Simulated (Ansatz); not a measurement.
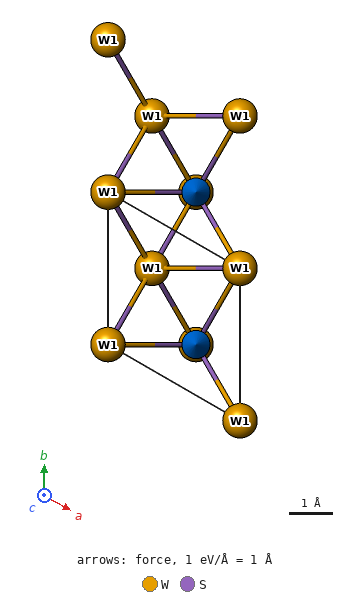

Starting geometry of a crystal of WS2 (built on the 3R (MoS2) bulk type) with the computed forces as blue arrows. Style: ball-and-stick. Shown: the conventional cell (3 times the calculation's cell), repeated 1 × 2 × 1 with one cell outlined, along the c axis. Lengths and directions refer to the drawn axes.

Level of theory: DFT, PBEsol, plane waves, PAW (Ansatz). Set-up: plane-wave cutoff 420 eV; k-point mesh 8 × 8 × 8; occupations fermi dirac; smearing width 0.03 eV; no spin polarisation; cell and atoms relaxed; force threshold 0.01 eV/Å; at most 120 steps.

**Is this structure relaxed? If not, where do the atoms go?**

It isn't relaxed: the largest force vector, on S atoms, is 3.76 eV/Å. The atoms end up moving mostly along the starting forces (cosine between the two patterns 1.00). The largest moves relative to the cell, 0.17 Å, are those of S atoms. W stays in place. The drawn cell changes as follows: a = b 3.601 → 3.148 Å (−12.6 %), c 19.301 → 19.096 Å (−1.1 %); the volume changes by −24.4 %. Among the contacts that change: W–W 3.601 → 3.148 Å, S–W 2.723 → 2.400 Å. The space group stays R3m (No. 160). After 7 accepted moves (8 points after the start) the energy has fallen by 999 meV per atom. The largest force component goes from 3.8 to 0.0049 eV/Å. Pressure: −29.25 GPa at the start and −0.02 GPa at the end. At 1 point the geometry stayed and the basis and grid were re-selected for the new cell (energy shift of 0.4 meV per atom at most each time). The run took 76 s on 2 threads of Intel(R) Xeon(R) Processor @ 2.50GHz (Skylake/Cascade Lake), on a shared host, peak memory 0.45 GiB.
